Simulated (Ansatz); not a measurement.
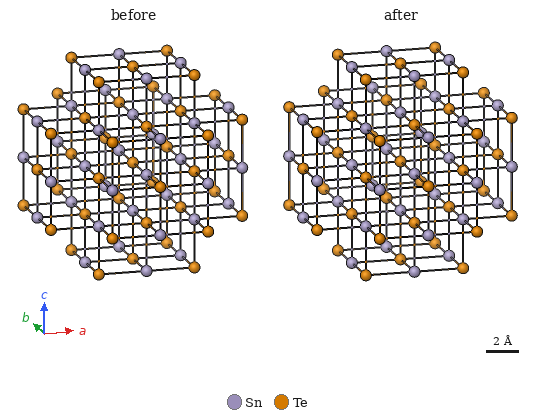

The structure of crystalline SnTe (set up in Fm-3m) before (left) and after (right) a relaxation, at one scale.

A ball-and-stick model of the conventional cell (4 times the calculation's cell), seen slightly off an axis. Lengths and directions refer to the drawn axes.

Computed with DFT PBE, scalar-relativistic, plane waves, PAW in Ansatz.

Input file:
```yaml
crystal:
  lattice:
    - [0.0, 3.15085, 3.15085]
    - [3.15085, 0.0, 3.15085]
    - [3.15085, 3.15085, 0.0]
  atoms:
    - { symbol: Sn, position: [0.0, 0.0, 0.0] }
    - { symbol: Te, position: [0.5, 0.5, 0.5] }
basis:
  ecutwfc: 420
kpoints:
  mp_grid: { grid: [10, 10, 10] }
hamiltonian:
  xc: pbe
scf:
  occupations: { method: gaussian, width: 0.01 }
output:
  forces: true
  stress: true
  eigenvalues: true
  write_density: true
  write_potential: true
  elf: true
  volumetric_format: npy
relax:
  adjacent_minimum: "off"
  f_tol: 0.005
  max_steps: 80
  cell: { stress_tol: 0.05 }
```

Launched with:
```bash
ansatz run input.yaml --threads 1 --pin off --max-ram 2560MiB --backend cpu --events-out ev --progress --plain --runs-dir out
```

Question: What changed between the two?

Answer: Over 2 accepted moves (3 points after the start) the energy falls by 11.2 meV per atom. All forces vanish by symmetry, so only the cell relaxes. Pressure: 2.28 GPa at the start and −0.04 GPa at the end. At 1 point the geometry stayed and the basis and grid were re-selected for the new cell (energy shift of 0.3 meV per atom at most each time). The atoms keep their places relative to the cell (all moves are under 0.005 Å). Cell: a = b = c 6.302 → 6.413 Å (+1.8 %). Volume +5.4 %. Among the contacts that change: Sn1–Te2 3.151 → 3.206 Å. The space group stays Fm-3m (No. 225).
